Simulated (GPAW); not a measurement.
System: AlNi₃, space group Fm-3m (No. 225).

Starting cell:
```
CELL_PARAMETERS angstrom
0.00000 2.80189 2.80189
2.80189 0.00000 2.80189
2.80189 2.80189 0.00000
ATOMIC_POSITIONS crystal
Ni 0.75000 0.75000 0.75000
Ni 0.00000 0.00000 0.00000
Ni 0.25000 0.25000 0.25000
Al 0.50000 0.50000 0.50000
```

Method: PAW DFT in plane waves, on a grid or in atomic orbitals, collinear spins; energies at scaled volumes of the given cell, shape and fractions fixed, counted from the fit's minimum, third-order Birch-Murnaghan fit (GPAW 26.7.0). Level: PBEsol, collinear spin.

k mesh 8×8×8; occupations Fermi–Dirac; smearing width 0.05 eV; potentials PAW data sets made by gpaw setup for the functional; wave cutoff 600 eV; program settings basis pw.

Describe the result: the energy and pressure against volume. The volume takes the values 10.34, 10.56, 10.78, 11.00, 11.22, 11.44, 11.66 Å³/atom.

A third-order Birch–Murnaghan fit gives V0 = 11.08 Å³/atom, B0 = 203 GPa and B′ = 4.6. The energy is 35.57 meV/atom at volume 10.34 Å³/atom and 17.55 meV/atom at 11.66 Å³/atom; the lowest computed point is at volume 11.00 Å³/atom (0.36 meV/atom). The pressure falls from 16.39 GPa at volume 10.34 Å³/atom to −9.28 GPa at 11.66 Å³/atom, and changes sign near 11.08 Å³/atom.

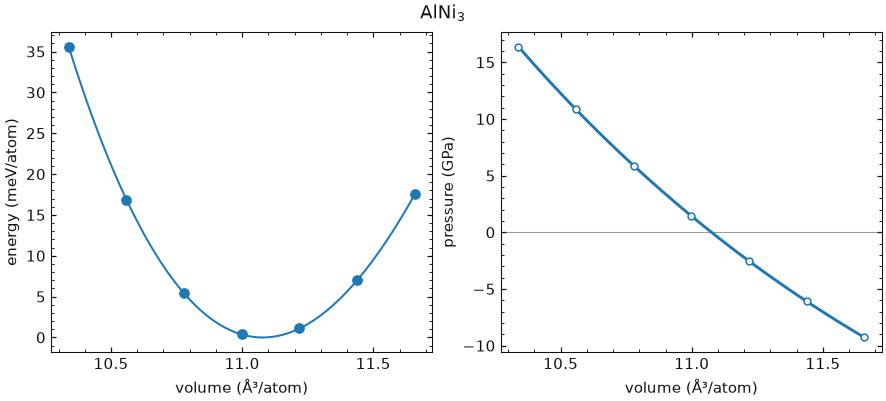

Keep in mind: nickel data set pressure off other codes.
